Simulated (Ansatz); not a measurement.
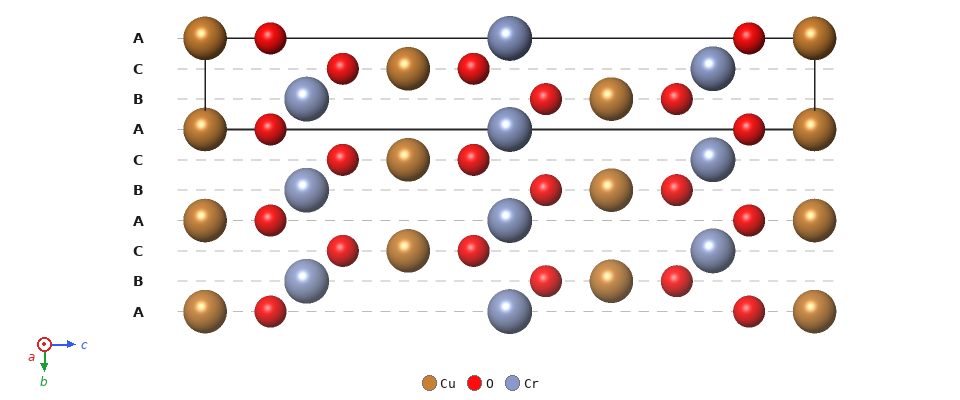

Projection along an edge of the hexagonal mesh, stacking direction c to the right. The dashed lines mark the three columns A (0, 0), B (1/3, 2/3) and C (2/3, 1/3). The sequence starts with the first layer at or above the cell's origin.

The compound is CrCuO2, taken as the end point of a relaxation (final pressure about 5 GPa) with DFT, PAW plane waves, lda, spin-orbit in Ansatz 0.2.0.

**List the layers of one repeat.**

Cu(A) – O(A) – Cr(B) – O(C) – Cu(C) – O(C) – Cr(A) – O(B) – Cu(B) – O(B) – Cr(C) – O(A) (twelve layers in 16.74 Å).

**How are the O layers alone stacked?**

O layers alone: ACCBBA, a sequence in which some neighbouring layers lie directly above each other.

**Which positions between or in the O layers do the other atoms fill?**

Cr: three octahedral sites; Cu: three linear sites in each hexagonal cell.
